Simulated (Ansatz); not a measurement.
SiO2

Input file:

```
crystal:
  lattice:
    - [4.71155729, 0.0, 0.0]
    - [0.0, 8.09259956, 0.0]
    - [0.0, 0.0, 8.53061019]
  atoms:
    - { symbol: Si, position: [0.14397041, 0.06295585, 0.15908057] }
    - { symbol: Si, position: [0.14397041, 0.43704415, 0.65908057] }
    - { symbol: Si, position: [0.64397041, 0.56295585, 0.84091943] }
    - { symbol: Si, position: [0.35602959, 0.43704415, 0.15908057] }
    - { symbol: Si, position: [0.85602959, 0.56295585, 0.34091943] }
    - { symbol: Si, position: [0.85602959, 0.93704415, 0.84091943] }
    - { symbol: Si, position: [0.64397041, 0.93704415, 0.34091943] }
    - { symbol: Si, position: [0.35602959, 0.06295585, 0.65908057] }
    - { symbol: O, position: [0.58830851, 0.05423892, 0.79900856] }
    - { symbol: O, position: [0.58830851, 0.44576108, 0.29900856] }
    - { symbol: O, position: [0.41169149, 0.55423892, 0.70099144] }
    - { symbol: O, position: [0.25, 0.25, 0.6393333] }
    - { symbol: O, position: [0.08830851, 0.55423892, 0.20099144] }
    - { symbol: O, position: [0.41169149, 0.94576108, 0.20099144] }
    - { symbol: O, position: [0.91169149, 0.05423892, 0.29900856] }
    - { symbol: O, position: [0.0, 0.5, 0.5] }
    - { symbol: O, position: [0.75, 0.75, 0.3606667] }
    - { symbol: O, position: [0.75, 0.75, 0.8606667] }
    - { symbol: O, position: [0.91169149, 0.44576108, 0.79900856] }
    - { symbol: O, position: [0.5, 0.5, 0.0] }
    - { symbol: O, position: [0.25, 0.25, 0.1393333] }
    - { symbol: O, position: [0.08830851, 0.94576108, 0.70099144] }
    - { symbol: O, position: [0.0, 0.0, 0.0] }
    - { symbol: O, position: [0.5, 0.0, 0.5] }
kpoints:
  mp_grid: { grid: [5, 3, 3] }
scf:
  occupations: { method: fermi_dirac, width: 0.02 }
hamiltonian:
  xc: pbe
  pseudopotentials: { kind: paw, frozen_core: stored }
output:
  forces: true
  stress: true
  populations: true
  efg: { quadrupole_moments_barn: { O: -0.02558 } }
  write_density: true
  write_potential: true
  elf: true
  volumetric_format: npy
```

Command:

```sh
ansatz run input.yaml --threads 1 --pin off --max-ram 3072MiB --backend cpu --events-out ev --progress --plain --runs-dir out
```

Below, planes, directions and counts refer to the conventional cell (a = 4.71 Å, b = 8.09 Å, c = 8.53 Å, α = 90.00°, β = 90.00°, γ = 90.00°).

Space group Pccn; a structure from a database of computed crystals, not necessarily the ambient phase; not relaxed (largest force 0.4 eV/Å); computed pressure about 5 GPa in this cell.

Computed with DFT, PBE, plane-wave PAW, default files, scalar-relativistic, frozen cores in Ansatz 0.2.0.

In a PAW calculation such maps are meaningful between the atoms, not at the nuclei.

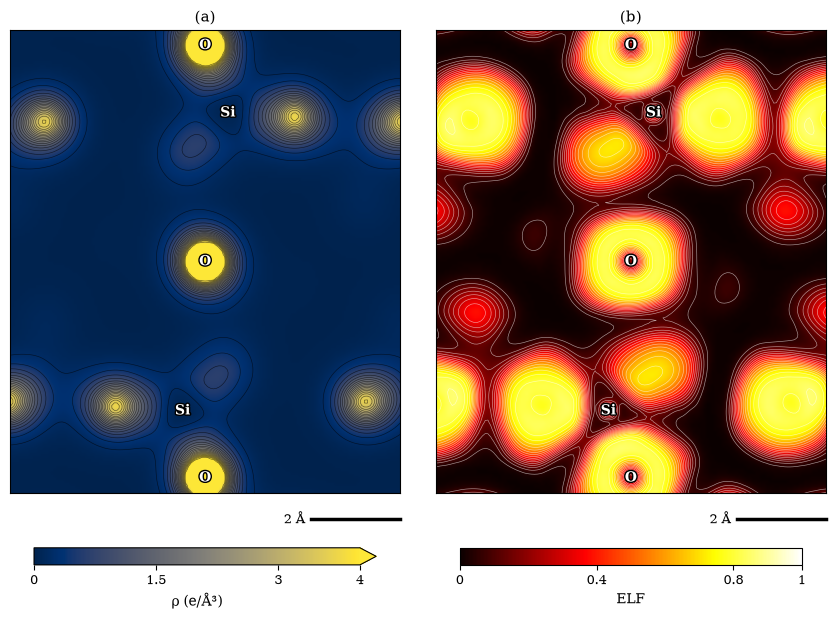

Figure 1. (a) valence charge density (pseudo); (b) electron localisation function on the (101) plane of the conventional cell.

### Read the bonding off the picture.

The section cuts through Si and O sites. Atoms just off the plane (Si, 0.8 Å away and O, 0.5 Å away) can leave unmarked features too. Si–O (1.60 Å): ρ at the midpoint is about 1.3 e/Å³; the ELF peaks at about 0.85 between the atoms: a polar covalent bond. Between the atoms the lowest density in this plane is 0.007 e/Å³. The ELF also peaks beside O, away from the bonds: lone-pair regions.

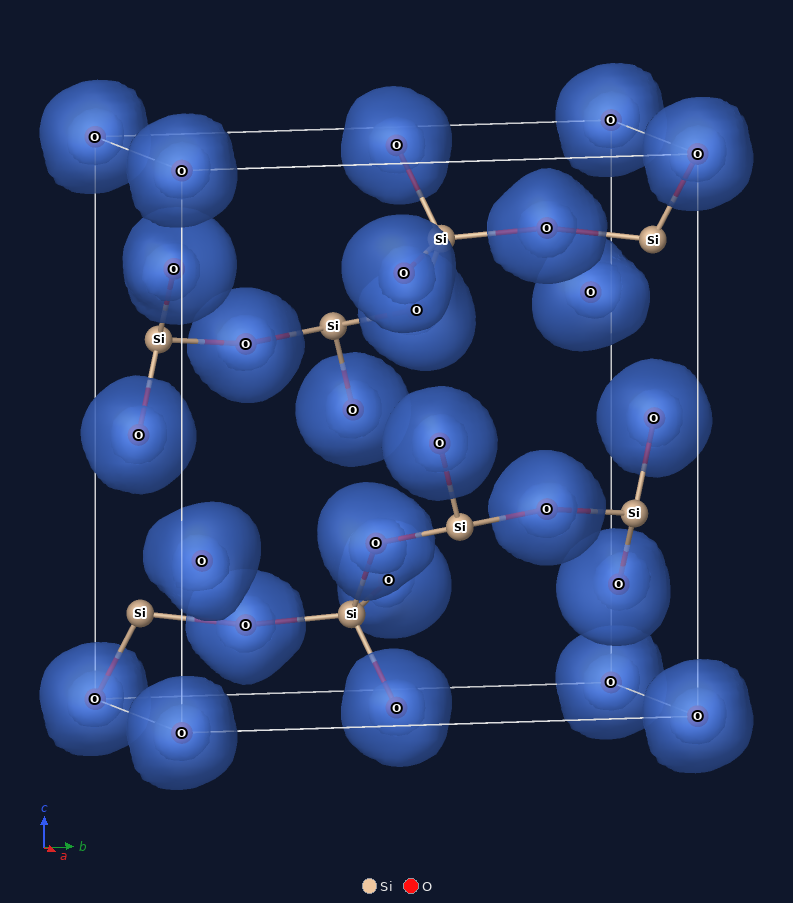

Figure 2. Isosurface of the ELF at 0.75 (blue), seen slightly off an axis. Only the valence region is drawn (cores and ρ < 0.01 e/Å³ removed). Sticks mark near contacts.

### Identify the bonds, lone pairs and shells in this picture.

The ELF exceeds this value in 16 regions on O in which the atom's valence shell and bonds are merged, counted in one cell of 24 atoms. Any copies at cell faces, edges or corners count once.

### Metal or insulator at this level of theory?

It is gapped, with a Kohn–Sham gap of 5.7 eV on the k-point mesh (the band edges may lie off the mesh, which would make the gap smaller).
